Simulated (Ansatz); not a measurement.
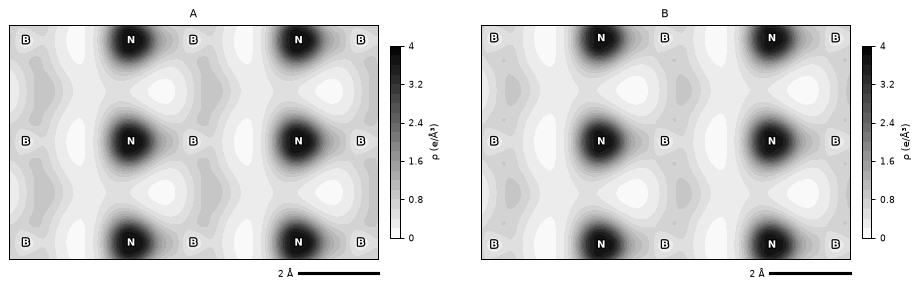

BN. The valence pseudo-density of two cells that differ in size, on the (11̄0) plane of each (indices in the axes of the calculation cell), at one length scale and on one colour scale: B has 6.3 Å³ an atom and A 6.0.

The calculation used DFT PBE, scalar-relativistic, plane waves, PAW in Ansatz 0.2.0.

In a PAW calculation such maps are meaningful between the atoms, not at the nuclei.

The larger cell:

```yaml
crystal:
  lattice:
    - [2.60472, 0.00000, 0.00000]
    - [-1.30236, 2.25575, 0.00000]
    - [0.00000, 0.00000, 4.30725]
  atoms:
    - { symbol: B, position: [0.66667, 0.33333, 0.00007] }
    - { symbol: B, position: [0.33333, 0.66667, 0.50007] }
    - { symbol: N, position: [0.66667, 0.33333, 0.62493] }
    - { symbol: N, position: [0.33333, 0.66667, 0.12493] }
```

The smaller cell: a = 2.554 Å, b = 2.554 Å, c = 4.227 Å, α = 90.00°, β = 90.00°, γ = 120.00°.

Question: What changes from the larger cell to the smaller?

Answer: From the larger cell to the smaller, B–N goes from 1.62 to 1.58 Å, and the density at its midpoint from 1.3 to 1.4 e/Å³; the pressure goes from −19 to 0.0 GPa; the Kohn–Sham gap goes from 5.3 eV to 5.2 eV.
